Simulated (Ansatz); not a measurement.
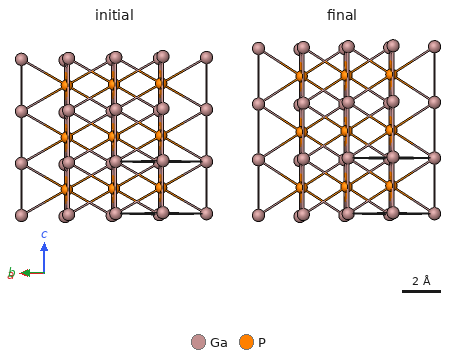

The structure of crystalline GaP (a generated structure, set up in P4/mmm) before (left) and after (right) a relaxation, at one scale.

Style: ball-and-stick. Shown: the cell of the calculation, repeated 3 × 1 × 3 with one cell outlined, from a free direction.

The run lets cell and atoms move.

Computed with Kohn-Sham DFT of a periodic cell, HSE06, Ansatz PAW in Ansatz 0.2.0.

Input file:
```yaml
crystal:
  lattice:
    - [3.45666, 0.0, 0.0]
    - [0.0, 3.45666, 0.0]
    - [0.0, 0.0, 2.80256]
  atoms:
    - { symbol: Ga, position: [0.0, 0.0, 0.0] }
    - { symbol: P, position: [0.5, 0.5, 0.5] }
hamiltonian:
  xc: hse06
  pseudopotentials: { kind: paw }
kpoints:
  mp_grid: { grid: [4, 4, 5] }
scf:
  occupations: { method: fermi_dirac, width: 0.05 }
output:
  forces: true
  stress: true
  eigenvalues: true
relax:
  f_tol: 0.01
  max_steps: 40
  cell: { stress_tol: 0.05 }
```

### Summarise the run.

No atom moves by more than 0.005 Å relative to the cell. The volume changes by −3.3 %, with a = b 3.457 → 3.287 Å (−4.9 %), c 2.803 → 2.996 Å (+6.9 %). Near-neighbour distances that change, for instance: Ga–Ga 2.803 → 2.996 Å, Ga–P 2.817 → 2.765 Å. The space group stays P4/mmm (No. 123). The energy falls by 0.188 eV per cell of the calculation in 6 accepted moves (8 points after the start). All forces vanish by symmetry, so only the cell relaxes. The pressure goes from −1.17 to 0.00 GPa. The SCF was repeated twice at an unchanged geometry on a basis and grid sized afresh for the cell, which shifted the energy by 0.5 meV per cell of the calculation at most. Cost: 73 s on 1 × NVIDIA H100 80GB HBM3 with 2 threads of AMD EPYC 7R13 Processor (Zen 3), on a shared host, peak memory 1.7 GiB.

Limits of the set-up: the k-point mesh is coarse for a cell with partly filled bands.
